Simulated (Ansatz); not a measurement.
SiGe

```cif
data_structure
_symmetry_space_group_name_H-M 'P 1'
_symmetry_Int_Tables_number 1
_cell_length_a 3.1998
_cell_length_b 3.1998
_cell_length_c 3.1998
_cell_angle_alpha 90.000
_cell_angle_beta 90.000
_cell_angle_gamma 90.000
_cell_volume 32.76
loop_
_atom_site_label
_atom_site_type_symbol
_atom_site_fract_x
_atom_site_fract_y
_atom_site_fract_z
_atom_site_occupancy
Ge1 Ge 0.00000 0.00000 0.00000 1
Si1 Si 0.50000 0.50000 0.50000 1
```

Space group Pm-3m; started from the CsCl prototype, which need not be the ambient phase.

Level of theory: Ansatz 0.2.0, DFT, r2SCAN+rVV10, plane waves, PAW.

Question: What can the converged valence pseudo-density and electron localisation function tell about the bonding?

Answer: Si–Ge (2.77 Å): the density is about 0.27 e/Å³ at the midpoint; the ELF peaks at about 0.75 in the valence shell of Si, 0.9 Å from its nucleus, and is about 0.55 at the midpoint.

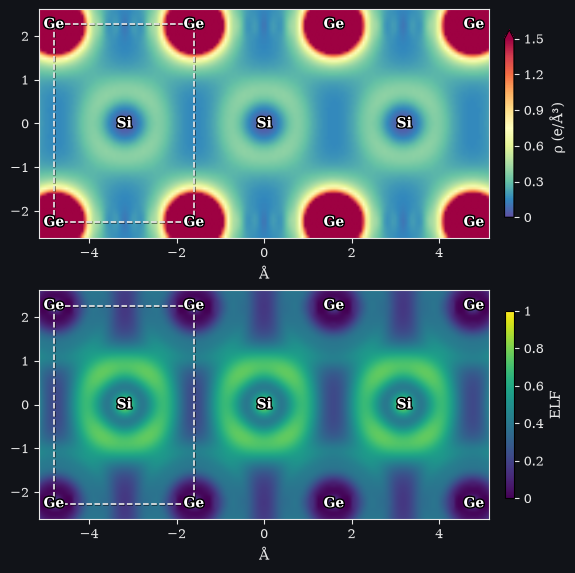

Computed valence pseudo-density and electron localisation function on the (101) plane of the conventional cell, in this order. 

In a PAW calculation such maps are meaningful between the atoms, not at the nuclei.
